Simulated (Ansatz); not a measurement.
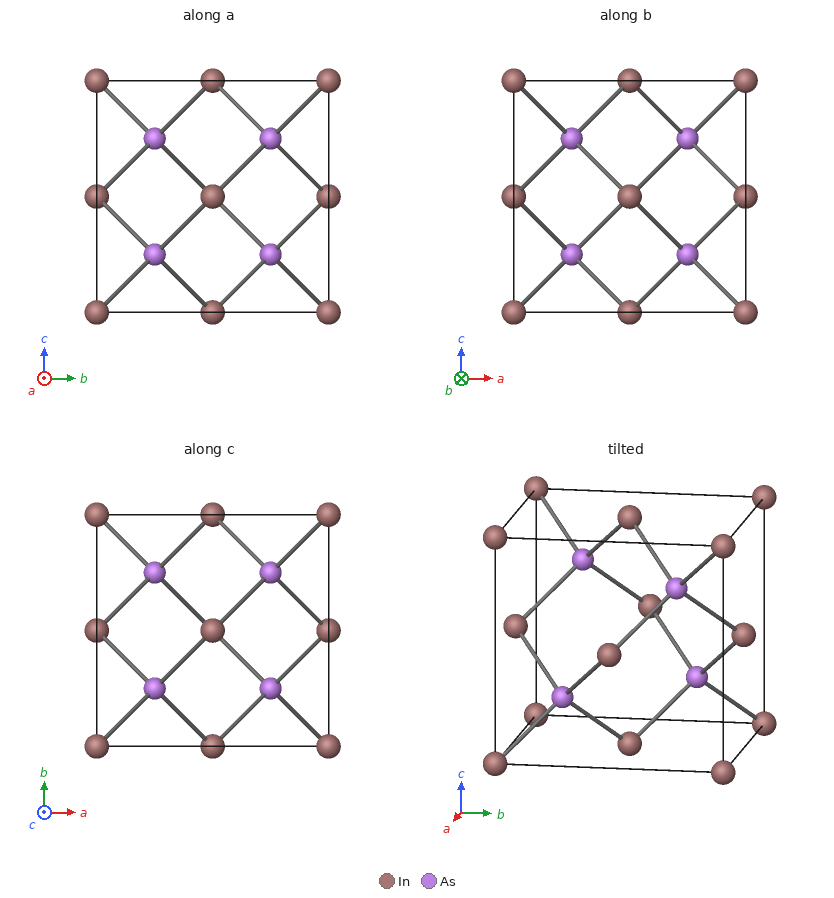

An orthographic ball-and-stick view of the structure, along the a axis, along the b axis, along the c axis and slightly off an axis. The edges of the conventional unit cell are marked.

Lattice parameters: a = 6.2314 Å, b = 6.2314 Å, c = 6.2314 Å, α = 90.000°, β = 90.000°, γ = 90.000°.

Question: Turn the picture into a CIF with its space group and independent sites.

Answer:
```cif
data_structure
_symmetry_space_group_name_H-M 'F -4 3 m'
_symmetry_Int_Tables_number 216
_cell_length_a 6.2314
_cell_length_b 6.2314
_cell_length_c 6.2314
_cell_angle_alpha 90.000
_cell_angle_beta 90.000
_cell_angle_gamma 90.000
_cell_volume 241.96
loop_
_atom_site_label
_atom_site_type_symbol
_atom_site_symmetry_multiplicity
_atom_site_Wyckoff_symbol
_atom_site_fract_x
_atom_site_fract_y
_atom_site_fract_z
_atom_site_occupancy
In1 In 4 a 0.0000 0.0000 0.0000 1
As1 As 4 d 0.2500 0.2500 0.7500 1
```

The initial geometry was a structure type filled with these elements by a generator (whether the compound takes this form wasn't checked). The cell was then strained or its atoms displaced on purpose. Ansatz was used for an electronic-structure calculation on it.
